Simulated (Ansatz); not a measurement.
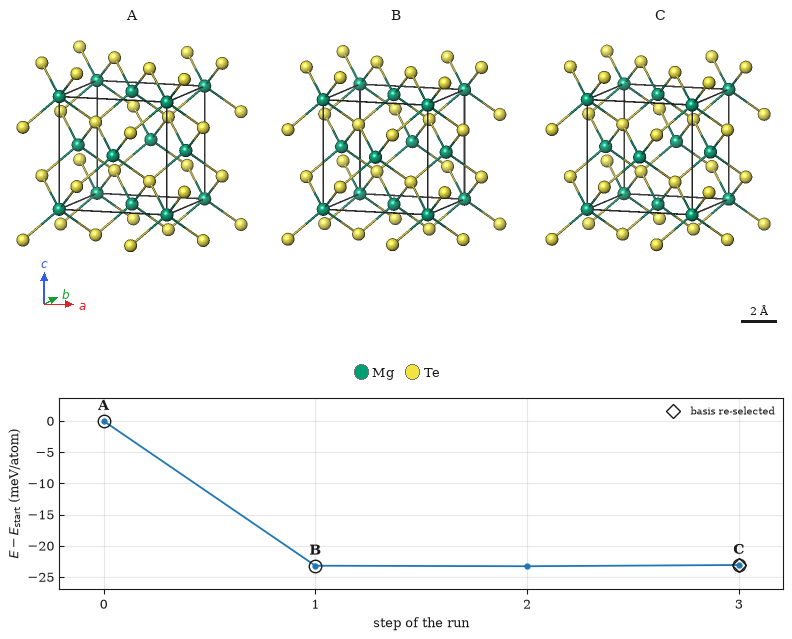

Frames of a relaxation of a crystal of MgTe (set up in F-43m), marked on the history of the run. A ball-and-stick model of the conventional cell (4 times the calculation's cell), seen slightly off an axis. Lengths and directions refer to the drawn axes.

Case: the second end member.

Level of theory: DFT PBE, scalar-relativistic, plane waves, PAW (Ansatz). (plane-wave cutoff 420 eV; k-point mesh 8 × 8 × 8; occupations gaussian; smearing width 0.02 eV; no spin polarisation; cell and atoms relaxed; force threshold 0.005 eV/Å; at most 80 steps)

What happens along the run?

Answer. No atom moves by more than 0.005 Å relative to the cell. The drawn cell changes as follows: a = b = c 6.689 → 6.511 Å (−2.7 %); the volume changes by −7.8 %. Near-neighbour distances that change, for instance: Mg–Te 2.896 → 2.819 Å. The space group stays F-43m (No. 216). Over 2 accepted moves (3 points after the start) the energy falls by 23.1 meV per atom. All forces vanish by symmetry, so only the cell relaxes. The pressure goes from −2.34 to −0.03 GPa. At 1 point the geometry stayed and the basis and grid were re-selected for the new cell (energy shift of 0.2 meV per atom at most each time). From step 0 to 1: volume −8.3 %, energy −23.2 meV per atom. From step 1 to 3: volume +0.6 %, energy +0.1 meV per atom.
